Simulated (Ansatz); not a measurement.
# A series of single points on WC

System: WC (2 atoms in the cell).
Method: DFT PBEsol, scalar-relativistic, plane waves, PAW, no spin polarisation (Ansatz 0.2.0).

The 5 runs differ only in the geometry, by a strain of the cell at fixed fractional positions. Against run 3, the strain is εxx = η and εyy = η. The structure derives from an entry of the Crystallography Open Database.

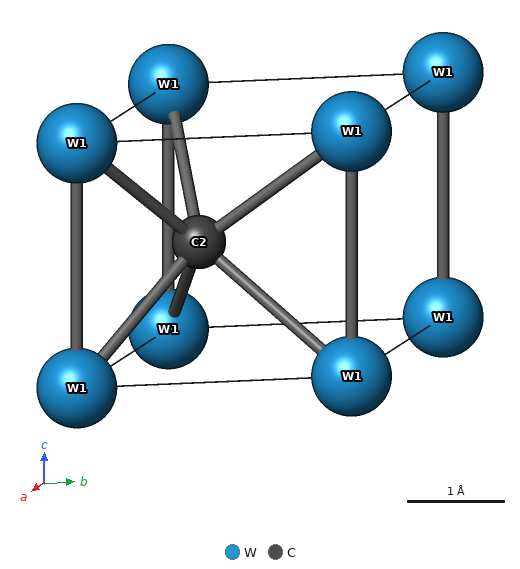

Figure 1. The structure of run 3 (ball-and-stick view of the cell of the calculation, seen slightly off an axis; atoms are numbered from 1 in the order of the input). An atom can appear more than once, as a periodic image.

## Input of run 3
```yaml
crystal:
  lattice:
    - [2.898413667, 0.0, 0.0]
    - [-1.4492068335, 2.5100998663, 0.0]
    - [0.0, 0.0, 2.6014029513]
  atoms:
    - { symbol: W, position: [0.0, 0.0, 0.0] }
    - { symbol: C, position: [0.6666666667, 0.3333333333, 0.5] }
basis:
  ecutwfc: 420
kpoints:
  mp_grid: { grid: [24, 24, 22] }
hamiltonian:
  xc: pbesol
scf:
  occupations: { method: gaussian, width: 0.15 }
output:
  forces: true
  stress: true
  eigenvalues: true
```

Command:
```bash
ansatz run input.yaml --threads 2 --pin off --max-ram 5120MiB --backend cpu --events-out ev --progress --plain --runs-dir out
```

Run 4 differs from it as follows:
```diff
-    - [2.898413667, 0.0, 0.0]
-    - [-1.4492068335, 2.5100998663, 0.0]
+    - [3.0143502137, 0.0, 0.0]
+    - [-1.5071751068, 2.610503861, 0.0]
```

## Results, with one run withheld

| run | strain parameter η (%) | free energy per atom, from the lowest run given (meV) | pressure (GPa) |
| --- | --- | --- | --- |
| 1 | −8.0000 | 745.74 | 171.62 |
| 2 | −4.0000 | 220.03 | 98.77 |
| 3 | 0.0000 | 0.00 | 47.68 |
| 4 | 4.0000 | ? | ? |
| 5 | 8.0000 | 171.71 | −11.46 |

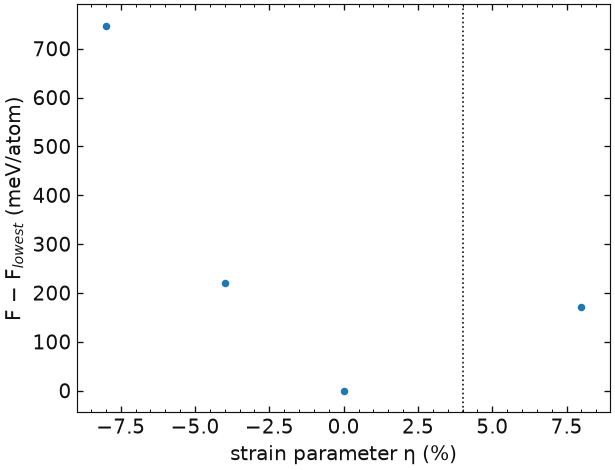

Figure 2. Free energy per atom of the runs given; the dotted line marks run 4.

What should run 4 give?

A quadratic polynomial in the coordinate, fitted to the 4 runs given, misses them by at most 22.20 meV per atom. With x = η + 1.0000, it reads F = 25.916 − 49.952 x + 7.3844 x² (meV per atom). At run 4 it gives −39.23 meV per atom, and the run itself gives 5.00. The fit has its minimum at η = 2.3823 %. The miss comes from the order of the polynomial or from scatter in that run; these data can't tell which.

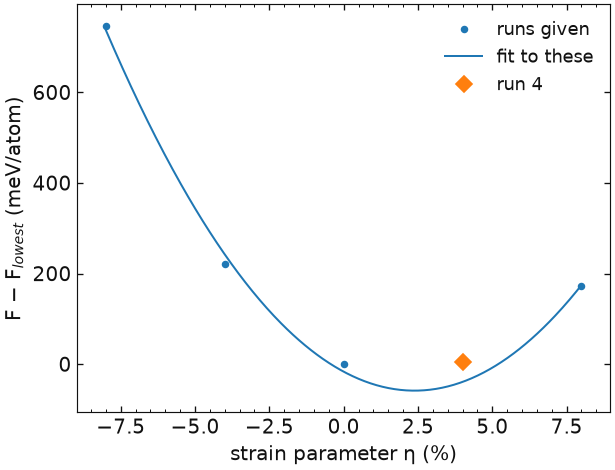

Figure 3. The fit and the withheld run.

## Output, shortened to warnings, some set-up lines, iterations and results (run 4)
```
Basis set: ecut = 420 eV, 393 PW (Γ), exchange–correlation on 48×48×36 points (8 copies of the dense FFT grid, shifted against one another)
Symmetry: 12 space group operations
k-points: 732 of 12672 (time reversal used)
Initial density: superposition of atomic densities (neutral atoms: chi_scale 0, normalization atom), corrected by the library's trained network
[...]
SCF iter   1: F=—  HF=-10503.250236 eV  |F-HF|=—  |Δ(HF+E_count)|=         —  Δρ=1.53e-2  dr2=4.59e-2  ethr=1.77e-3  ⟨swp⟩=5.1  Hψ=46380  notcnv=0
SCF iter   2: F=—  HF=-10503.244042 eV  |F-HF|=—  |Δ(HF+E_count)|=   6.19e-3  Δρ=9.60e-3  dr2=2.02e-2  ethr=2.55e-4  ⟨swp⟩=1.0  Hψ=15372  notcnv=0
SCF iter   3: F=—  HF=-10503.239133 eV  |F-HF|=—  |Δ(HF+E_count)|=   4.91e-3  Δρ=8.53e-4  dr2=7.71e-5  ethr=1.12e-4  ⟨swp⟩=2.3  Hψ=12779  notcnv=0
SCF iter   4: F=—  HF=-10503.239108 eV  |F-HF|=—  |Δ(HF+E_count)|=   2.51e-5  Δρ=2.08e-4  dr2=6.00e-6  ethr=4.28e-7  ⟨swp⟩=2.0  Hψ=15404  notcnv=0
SCF iter   5: F=-10503.239107 eV  HF=-10503.239107 eV  |F-HF|=9.83e-9  |Δ(HF+E_count)|=   1.21e-6  Δρ=2.52e-5  dr2=5.04e-8  ethr=3.34e-8  ⟨swp⟩=2.8  Hψ=14982  notcnv=0
SCF iter   6: F=-10503.239107 eV  HF=-10503.239107 eV  |F-HF|=1.09e-11  |Δ(HF+E_count)|=   1.68e-9  Δρ=3.76e-6  dr2=8.44e-10  ethr=2.80e-10  ⟨swp⟩=3.1  Hψ=36566  notcnv=0
SCF 1 converged in 6 iterations: F = -10503.239107 eV  dr2 = 8.44e-10
SCF converged after 6 iterations
Free energy (F): -10503.239107 eV
Harris-Foulkes:  -10503.239107 eV  (|F-HF|=1.09e-11)
Internal energy: -10503.234341 eV  (E = F + TS)
E sigma→0 (E₀):  -10503.236724 eV
Entropy (-TS):   -0.004766 eV (-2.383 meV/atom)
Fermi energy:    20.905352 eV
--- Per-component energies (eV) ---
  E_band       = -54.937778
  E_kinetic    = 544.757441
  E_local      = -673.870577  (includes V_loc(G=0)·N_el)
  E_nonlocal   = 28.930189
  E_hartree    = 239.970877
  E_xc         = -315.207333
  E_vxc        = -300.926930  (∫ρ·V_xc dr)
  E_paw        = -8531.243159  (= ΣΔE_a)
  E_vpaw       = -133.769139  (= ΣTr[D̂ρ^β])
  E_aug_tail   = -0.000062  (compensation charges beyond the density's cutoff)
  E_ewald      = -1796.814610
  E_core_change = 0.242893  (= ΣΔE_core)
  E_smearing   = -0.004766  (= −TS)
  E_closure    = -0.000000  (closes the sum)
  Σ components = -10503.239107   (vs F -10503.239107, Δ=0.00e0)
--- Forces (eV/Å), atoms counted from 1 ---
  atom   1  W     -0.00000000     0.00000000     0.00000000
  atom   2  C     -0.00000000     0.00000000     0.00000000
  max |Σ_I F_I| component: 5.74e-16 eV/Å
--- Stress (GPa, compression-positive) ---
      -19.345327       0.000000       0.000000
        0.000000     -19.345327       0.000000
        0.000000       0.000000      75.878062
  P = ⅓ Tr σ = 12.3958 GPa (123.958 kbar)
```

Notes: Spin–orbit coupling is left out, which matters for W.
